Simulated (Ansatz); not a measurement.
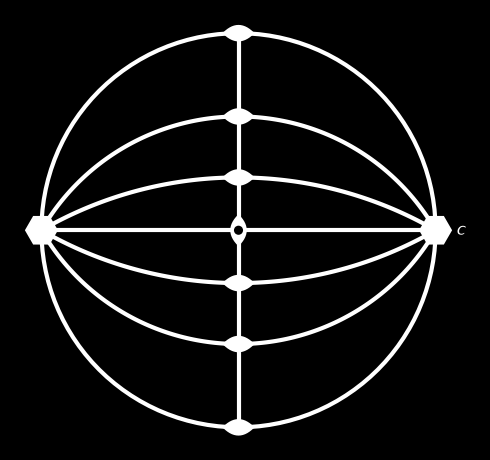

Stereographic projection: heavy lines are mirror planes (a heavy rim: a mirror in the plane of the page); lens, triangle, square and hexagon are 2-, 3-, 4- and 6-fold axes, a lens in an open square is −4, a triangle in an open hexagon −6; thin dashed diameters join the ends of axes that lie in the page; a small open circle marks inversion. The a axis points at the viewer. Computed from the symmetry operations of a computed or model structure of composition Ni, which need not be its known form.

### Identify the point group and its elements.

6/mmm (D6h), order 24, hexagonal system: one sixfold axis, six twofold axes, seven mirror planes, an inversion centre.

### Which physical properties does it allow?

It is centrosymmetric, so neither piezoelectric nor pyroelectric; it is not chiral.
